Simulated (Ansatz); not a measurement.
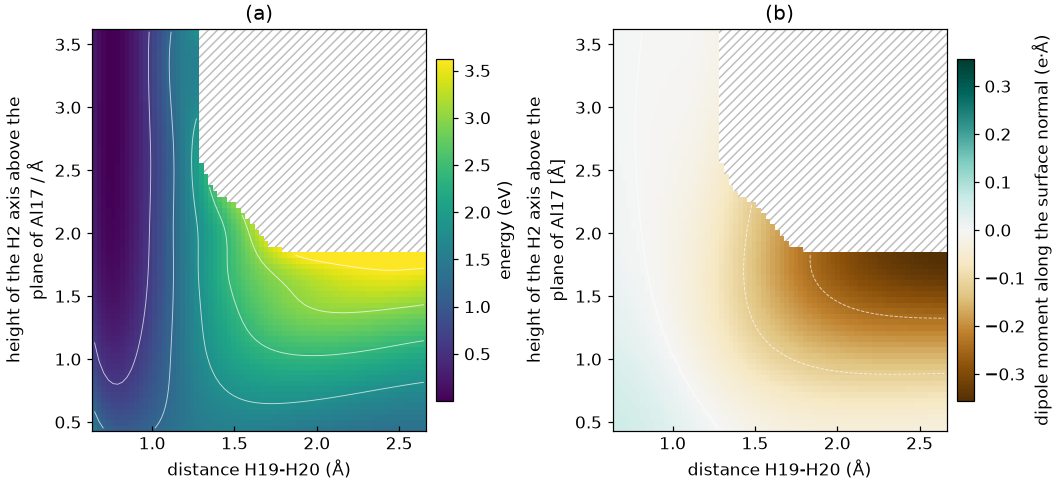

H₂ on an Al(101) slab cut from the P6_3/mmc phase, its upper half relaxed before the scan (18 atoms of substrate and one adsorbate in a 2 × 1 cell). H2 lies flat over one site of a rigid substrate while its bond length and height are varied; it sits over a hollow site, heights counted from the top plane, its axis along the second surface vector. First axis: distance H19-H20. Second axis: height of the H2 axis above the plane of Al17. The grid has 8 × 9 points. At 15 points there is no value (left out: too close to the surface, or the stretched molecule far from it). Points are written as (first, second). Energies are in eV, from the lowest grid point. Level of theory: DFT PBE, scalar-relativistic, plane waves, PAW (Ansatz). Settings: cutoff 420 eV, k-mesh 5×3×1, gaussian smearing 0.1 eV, no spin polarisation.

Panel (a) is the energy and panel (b) the computed dipole moment along the surface normal on the same grid.

In the figure: a smooth colour map with a few white contour lines, hatched blanks where no value was computed. Between grid points the surface is interpolated.

How does the dipole moment along the surface normal vary over the map, and what is it at the lowest grid point?

Answer. Leaving out the highest fifth of the energies, it runs from −0.10 e·Å at (1.495 Å, 1.09 Å) to 0.06 e·Å at (0.650 Å, 0.45 Å). At the lowest grid point, (0.750 Å, 3.00 Å), it is 0.00 e·Å.
